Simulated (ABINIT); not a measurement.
# ZnS: phonon calculation (part 2 of 3)

The same run, continued: ZnS (F-43m, 2 atoms in the cell); Kohn-Sham DFT of a periodic cell, LDA, HGH LDA, no spin polarisation (ABINIT 10.8.3); cutoff 761.92 eV, 4×4×4 k-mesh, fixed occupations. The structure derives from an entry of the Crystallography Open Database.

Geometry of the input (Å; fractional positions):
```
0.0000  2.5013  2.5013
2.5013  0.0000  2.5013
2.5013  2.5013  0.0000
Zn 0.7500  0.7500  0.7500
S  0.0000  0.0000  0.0000
```

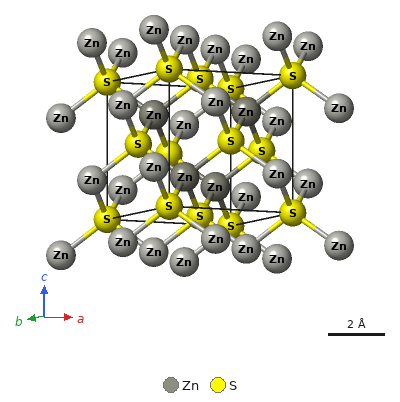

Figure 1. The structure (ball-and-stick view of the cell 4 times as large as that of the calculation, set on its symmetry axes, seen at an oblique angle; neighbours outside the cell are drawn fainter).

The program's output, continued:
```
--------------------------------------------------------------------------------
 Perturbation wavevector (in red.coord.)   0.000000  0.000000  0.000000
 Perturbation : derivative vs k along direction   1
 The set of symmetries contains only one element for this perturbation.
 symkpt : not enough symmetry to change the number of k points.

--------------------------------------------------------------------------------

--------------------------------------------------------------------------------

 Initialisation of the first-order wave-functions :
  ireadwf=   0

--- !BeginCycle
iteration_state: {dtset: 2, }
solver: {iscf: -3, nstep: 80, nline: 4, wfoptalg: 0, }
tolerances: {tolwfr: 1.00E-18, }
...

     iter   2DEtotal(Ha)        deltaE(Ha) residm    vres2
-ETOT  1  -10.441833316134     -1.044E+01 2.499E-01 0.000E+00
 ETOT  2  -10.460361138571     -1.853E-02 6.690E-04 0.000E+00
 ETOT  3  -10.460414439957     -5.330E-05 4.495E-06 0.000E+00
 ETOT  4  -10.460414644560     -2.046E-07 1.096E-08 0.000E+00
 ETOT  5  -10.460414645443     -8.838E-10 8.402E-11 0.000E+00
 ETOT  6  -10.460414645448     -4.173E-12 2.317E-13 0.000E+00
 ETOT  7  -10.460414645448     -5.329E-15 2.389E-15 0.000E+00
 ETOT  8  -10.460414645448     -3.375E-14 6.487E-18 0.000E+00
 ETOT  9  -10.460414645448      0.000E+00 9.961E-19 0.000E+00

 At SCF step    9   max residual=  9.96E-19 < tolwfr=  1.00E-18 =>converged.
================================================================================

 ----iterations are completed or convergence reached----

 Mean square residual over all n,k,spin=   54.295E-20; max=  99.614E-20
 dfpt_looppert : ek2=    2.1204401930E+01
          f-sum rule ratio=    1.0087117839E+00 (note : ecutsm/=0)
 Expectation of eigenvalue derivatives (hartree) for nkpt= 128  k points:
  (in case of degenerate eigenvalues, averaged derivative)
 kpt#   1, nband=  4, wtk=  0.00781, kpt= -0.1250 -0.2500  0.0000 (reduced coord)
  -0.03489   -0.12854    0.16180    0.23597
 prteigrs : prtvol=0 or 1, do not print more k-points.

 2DEtotal=   -0.1046041465E+02 Ha. Also 2DEtotal=   -0.284642383210E+03 eV
    (  non-var. 2DEtotal :   -1.0460414644E+01 Ha)

--------------------------------------------------------------------------------
 Perturbation wavevector (in red.coord.)   0.000000  0.000000  0.000000
 Perturbation : derivative vs k along direction   2
 The set of symmetries contains only one element for this perturbation.
 symkpt : not enough symmetry to change the number of k points.

--------------------------------------------------------------------------------

--------------------------------------------------------------------------------

 Initialisation of the first-order wave-functions :
  ireadwf=   0

--- !BeginCycle
iteration_state: {dtset: 2, }
solver: {iscf: -3, nstep: 80, nline: 4, wfoptalg: 0, }
tolerances: {tolwfr: 1.00E-18, }
...

     iter   2DEtotal(Ha)        deltaE(Ha) residm    vres2
-ETOT  1  -10.441833315554     -1.044E+01 2.499E-01 0.000E+00
 ETOT  2  -10.460361137990     -1.853E-02 6.690E-04 0.000E+00
 ETOT  3  -10.460414439375     -5.330E-05 4.495E-06 0.000E+00
 ETOT  4  -10.460414643978     -2.046E-07 1.096E-08 0.000E+00
 ETOT  5  -10.460414644862     -8.839E-10 8.402E-11 0.000E+00
 ETOT  6  -10.460414644866     -4.158E-12 2.317E-13 0.000E+00
 ETOT  7  -10.460414644866     -2.309E-14 2.389E-15 0.000E+00
 ETOT  8  -10.460414644866     -4.796E-14 6.487E-18 0.000E+00
 ETOT  9  -10.460414644866     -5.329E-15 9.961E-19 0.000E+00

 At SCF step    9   max residual=  9.96E-19 < tolwfr=  1.00E-18 =>converged.
================================================================================

 ----iterations are completed or convergence reached----

 Mean square residual over all n,k,spin=   54.143E-20; max=  99.614E-20
 dfpt_looppert : ek2=    2.1204401930E+01
          f-sum rule ratio=    1.0087117838E+00 (note : ecutsm/=0)
 Expectation of eigenvalue derivatives (hartree) for nkpt= 128  k points:
  (in case of degenerate eigenvalues, averaged derivative)
 kpt#   1, nband=  4, wtk=  0.00781, kpt= -0.1250 -0.2500  0.0000 (reduced coord)
  -0.16139    0.59818    0.11359    0.12488
 prteigrs : prtvol=0 or 1, do not print more k-points.

 2DEtotal=   -0.1046041464E+02 Ha. Also 2DEtotal=   -0.284642383195E+03 eV
    (  non-var. 2DEtotal :   -1.0460414644E+01 Ha)

--------------------------------------------------------------------------------
 Perturbation wavevector (in red.coord.)   0.000000  0.000000  0.000000
 Perturbation : derivative vs k along direction   3
 The set of symmetries contains only one element for this perturbation.
 symkpt : not enough symmetry to change the number of k points.

--------------------------------------------------------------------------------

--------------------------------------------------------------------------------

 Initialisation of the first-order wave-functions :
  ireadwf=   0

--- !BeginCycle
iteration_state: {dtset: 2, }
solver: {iscf: -3, nstep: 80, nline: 4, wfoptalg: 0, }
tolerances: {tolwfr: 1.00E-18, }
...

     iter   2DEtotal(Ha)        deltaE(Ha) residm    vres2
-ETOT  1  -10.441833314974     -1.044E+01 2.499E-01 0.000E+00
 ETOT  2  -10.460361137408     -1.853E-02 6.690E-04 0.000E+00
 ETOT  3  -10.460414438794     -5.330E-05 4.495E-06 0.000E+00
 ETOT  4  -10.460414643396     -2.046E-07 1.096E-08 0.000E+00
 ETOT  5  -10.460414644280     -8.839E-10 8.402E-11 0.000E+00
 ETOT  6  -10.460414644284     -4.182E-12 2.317E-13 0.000E+00
 ETOT  7  -10.460414644284     -5.507E-14 2.389E-15 0.000E+00
 ETOT  8  -10.460414644284      1.243E-14 6.487E-18 0.000E+00
 ETOT  9  -10.460414644284      1.066E-14 9.961E-19 0.000E+00

 At SCF step    9   max residual=  9.96E-19 < tolwfr=  1.00E-18 =>converged.
================================================================================

 ----iterations are completed or convergence reached----

 Mean square residual over all n,k,spin=   54.305E-20; max=  99.614E-20
 dfpt_looppert : ek2=    2.1204401930E+01
          f-sum rule ratio=    1.0087117838E+00 (note : ecutsm/=0)
 Expectation of eigenvalue derivatives (hartree) for nkpt= 128  k points:
  (in case of degenerate eigenvalues, averaged derivative)
 kpt#   1, nband=  4, wtk=  0.00781, kpt= -0.1250 -0.2500  0.0000 (reduced coord)
   0.09814   -0.23482   -0.13769   -0.18042
 prteigrs : prtvol=0 or 1, do not print more k-points.

 2DEtotal=   -0.1046041464E+02 Ha. Also 2DEtotal=   -0.284642383179E+03 eV
    (  non-var. 2DEtotal :   -1.0460414643E+01 Ha)
================================================================================

 ---- first-order wavefunction calculations are completed ----

 Total localisation tensor (bohr^2) in cartesian coordinates
  WARNING : still subject to testing - especially symmetries.
      direction              matrix element
   alpha     beta       real part   imaginary part
     1        1       2.1888028378    0.0000000000
     1        2       1.0944014189    0.0000000000
     1        3       1.0944014189    0.0000000000
     2        1       1.0944014189    0.0000000000
     2        2       2.1888028378   -0.0000000000
     2        3       1.0944014189   -0.0000000000
     3        1       1.0944014189    0.0000000000
     3        2       1.0944014189   -0.0000000000
     3        3       2.1888028378   -0.0000000000

 respfn : d/dk was computed, but no 2DTE, so no DDB output.

================================================================================
== DATASET  3 ==================================================================

--- !DatasetInfo
iteration_state: {dtset: 3, }
dimensions: {natom: 2, nkpt: 128, mband: 4, nsppol: 1, nspinor: 1, nspden: 1, mpw: 1503, }
cutoff_energies: {ecut:  28.0, pawecutdg:  -1.0, }
electrons: {nelect:   8.00000000E+00, charge:   0.00000000E+00, occopt:   1.00000000E+00, tsmear:   1.00000000E-02, }
meta: {optdriver: 1, rfelfd: 3, rfphon: 1, }
...

 mkfilename : getwfk/=0, take file _WFK from output of DATASET   1.

 mkfilename : getddk/=0, take file _1WF from output of DATASET   2.

 Exchange-correlation functional for the present dataset will be:
  LDA: Perdew-Wang 92 LSD fit to Ceperley-Alder data - ixc=7
  J.P.Perdew and Y.Wang, PRB 45, 13244 (1992)

 Real(R)+Recip(G) space primitive vectors, cartesian coordinates (Bohr,Bohr^-1):
 R(1)=  0.0000000  4.7266939  4.7266939  G(1)= -0.1057822  0.1057822  0.1057822
 R(2)=  4.7266939  0.0000000  4.7266939  G(2)=  0.1057822 -0.1057822  0.1057822
 R(3)=  4.7266939  4.7266939  0.0000000  G(3)=  0.1057822  0.1057822 -0.1057822
 Unit cell volume ucvol=  2.1120414E+02 bohr^3
 Angles (23,13,12)=  6.00000000E+01  6.00000000E+01  6.00000000E+01 degrees
 setup1 : take into account q-point for computing boxcut.

 getcut: wavevector=  0.0000  0.0000  0.0000  ngfft=  32  32  32
         ecut(hartree)=     28.000   => boxcut(ratio)=   2.00971
--------------------------------------------------------------------------------

 ==>  initialize data related to q vector <==

 The list of irreducible perturbations for this q vector is:
    1)    idir= 1    ipert=   1
    2)    idir= 1    ipert=   2
    3)    idir= 1    ipert=   4

================================================================================

 The perturbation idir=   2  ipert=   1 is
 symmetric of a previously calculated perturbation.
 So, its SCF calculation is not needed.

 The perturbation idir=   3  ipert=   1 is
 symmetric of a previously calculated perturbation.
 So, its SCF calculation is not needed.

 The perturbation idir=   2  ipert=   2 is
 symmetric of a previously calculated perturbation.
 So, its SCF calculation is not needed.

 The perturbation idir=   3  ipert=   2 is
 symmetric of a previously calculated perturbation.
 So, its SCF calculation is not needed.

 The perturbation idir=   2  ipert=   4 is
 symmetric of a previously calculated perturbation.
 So, its SCF calculation is not needed.

 The perturbation idir=   3  ipert=   4 is
 symmetric of a previously calculated perturbation.
 So, its SCF calculation is not needed.

--------------------------------------------------------------------------------
 Perturbation wavevector (in red.coord.)   0.000000  0.000000  0.000000
 Perturbation : displacement of atom   1   along direction   1
 Found     2 symmetries that leave the perturbation invariant.
 symkpt : the number of k-points, thanks to the symmetries,
 is reduced to    72 .

--------------------------------------------------------------------------------

--------------------------------------------------------------------------------

 Initialisation of the first-order wave-functions :
  ireadwf=   0

--- !BeginCycle
iteration_state: {dtset: 3, }
solver: {iscf: 7, nstep: 80, nline: 4, wfoptalg: 0, }
tolerances: {tolvrs: 1.00E-09, }
...

     iter   2DEtotal(Ha)        deltaE(Ha) residm    vres2
-ETOT  1   4.7968999656888     -1.645E+01 5.853E-02 1.320E+03
 ETOT  2   4.4671568136309     -3.297E-01 2.141E-03 3.512E+01
 ETOT  3   4.4543535730870     -1.280E-02 1.637E-04 3.343E+00
 ETOT  4   4.4527048947375     -1.649E-03 1.066E-05 2.009E-02
 ETOT  5   4.4526964510745     -8.444E-06 6.005E-08 9.494E-05
 ETOT  6   4.4526964261452     -2.493E-08 1.076E-10 1.401E-06
 ETOT  7   4.4526964258405     -3.047E-10 1.327E-12 8.147E-09
 ETOT  8   4.4526964258385     -2.025E-12 9.850E-15 8.313E-11

 At SCF step    8       vres2   =  8.31E-11 < tolvrs=  1.00E-09 =>converged.
-open ddk wf file :runo_DS2_1WF7
-open ddk wf file :runo_DS2_1WF8
-open ddk wf file :runo_DS2_1WF9
================================================================================

 ----iterations are completed or convergence reached----

 Mean square residual over all n,k,spin=   33.534E-16; max=  98.501E-16

 2DEtotal=    0.4452696426E+01 Ha. Also 2DEtotal=    0.121164042280E+03 eV
    (2DErelax=   -1.6797101969E+01 Ha. 2DEnonrelax=    2.1249798395E+01 Ha)
    (  non-var. 2DEtotal :    4.4526965146E+00 Ha)

--------------------------------------------------------------------------------
 Perturbation wavevector (in red.coord.)   0.000000  0.000000  0.000000
 Perturbation : displacement of atom   2   along direction   1
 Found     2 symmetries that leave the perturbation invariant.
 symkpt : the number of k-points, thanks to the symmetries,
 is reduced to    72 .

--------------------------------------------------------------------------------

--------------------------------------------------------------------------------

 Initialisation of the first-order wave-functions :
  ireadwf=   0

--- !BeginCycle
iteration_state: {dtset: 3, }
solver: {iscf: 7, nstep: 80, nline: 4, wfoptalg: 0, }
tolerances: {tolvrs: 1.00E-09, }
...

     iter   2DEtotal(Ha)        deltaE(Ha) residm    vres2
-ETOT  1   73.371845155326     -2.131E+02 2.530E+00 1.503E+05
 ETOT  2   11.861062501629     -6.151E+01 6.028E-01 1.252E+04
 ETOT  3   4.4856009316355     -7.375E+00 5.117E-02 8.135E+01
 ETOT  4   4.4534696399831     -3.213E-02 2.113E-04 3.103E-01
 ETOT  5   4.4533679075185     -1.017E-04 7.897E-07 1.114E-02
 ETOT  6   4.4533626985831     -5.209E-06 2.653E-08 2.117E-05
 ETOT  7   4.4533626902214     -8.362E-09 4.075E-11 4.645E-07
 ETOT  8   4.4533626900780     -1.434E-10 6.282E-13 2.750E-08
 ETOT  9   4.4533626900659     -1.211E-11 3.980E-14 3.147E-10

 At SCF step    9       vres2   =  3.15E-10 < tolvrs=  1.00E-09 =>converged.
-open ddk wf file :runo_DS2_1WF7
-open ddk wf file :runo_DS2_1WF8
-open ddk wf file :runo_DS2_1WF9
================================================================================

 ----iterations are completed or convergence reached----

 Mean square residual over all n,k,spin=   18.224E-15; max=  39.798E-15

 2DEtotal=    0.4453362690E+01 Ha. Also 2DEtotal=    0.121182172253E+03 eV
    (2DErelax=   -2.8198519862E+02 Ha. 2DEnonrelax=    2.8643856131E+02 Ha)
    (  non-var. 2DEtotal :    4.4533610707E+00 Ha)

--------------------------------------------------------------------------------
 Perturbation wavevector (in red.coord.)   0.000000  0.000000  0.000000
 Perturbation : homogeneous electric field along direction   1
 The set of symmetries contains only one element for this perturbation.
 symkpt : not enough symmetry to change the number of k points.

--------------------------------------------------------------------------------

--------------------------------------------------------------------------------

 Initialisation of the first-order wave-functions :
  ireadwf=   0

--- !BeginCycle
iteration_state: {dtset: 3, }
solver: {iscf: 7, nstep: 80, nline: 4, wfoptalg: 0, }
tolerances: {tolvrs: 1.00E-09, }
...

     iter   2DEtotal(Ha)        deltaE(Ha) residm    vres2
-ETOT  1  -87.891018733796     -8.789E+01 4.889E+00 1.802E+04
 ETOT  2  -95.317003606921     -7.426E+00 1.215E-01 1.368E+03
 ETOT  3  -96.116389845585     -7.994E-01 7.401E-03 1.117E+01
 ETOT  4  -96.121070240043     -4.680E-03 3.137E-05 5.366E-02
 ETOT  5  -96.121086781158     -1.654E-05 7.222E-08 1.946E-03
 ETOT  6  -96.121087707608     -9.265E-07 5.899E-09 3.331E-06
 ETOT  7  -96.121087709296     -1.688E-09 8.807E-12 6.194E-08
 ETOT  8  -96.121087709321     -2.551E-11 2.207E-13 1.778E-09
 ETOT  9  -96.121087709322     -3.268E-13 6.887E-15 5.694E-11

 At SCF step    9       vres2   =  5.69E-11 < tolvrs=  1.00E-09 =>converged.
-open ddk wf file :runo_DS2_1WF7
-open ddk wf file :runo_DS2_1WF8
-open ddk wf file :runo_DS2_1WF9
================================================================================

 ----iterations are completed or convergence reached----

 Mean square residual over all n,k,spin=   21.316E-16; max=  68.874E-16

 2DEtotal=   -0.9612108771E+02 Ha. Also 2DEtotal=   -0.261558804404E+04 eV
    (  non-var. 2DEtotal :   -9.6121088141E+01 Ha)
================================================================================

 ---- first-order wavefunction calculations are completed ----

 ==> Compute Derivative Database <==
 The violation of the charge neutrality conditions
 by the effective charges is as follows :
    atom        electric field
 displacement     direction
       1               1       -0.011757        0.000000
       1               2       -0.000000        0.000000
       1               3       -0.000000        0.000000
       2               1       -0.000000        0.000000
       2               2       -0.011757        0.000000
       2               3        0.000000        0.000000
       3               1        0.000000        0.000000
       3               2        0.000000        0.000000
       3               3       -0.011757        0.000000
```
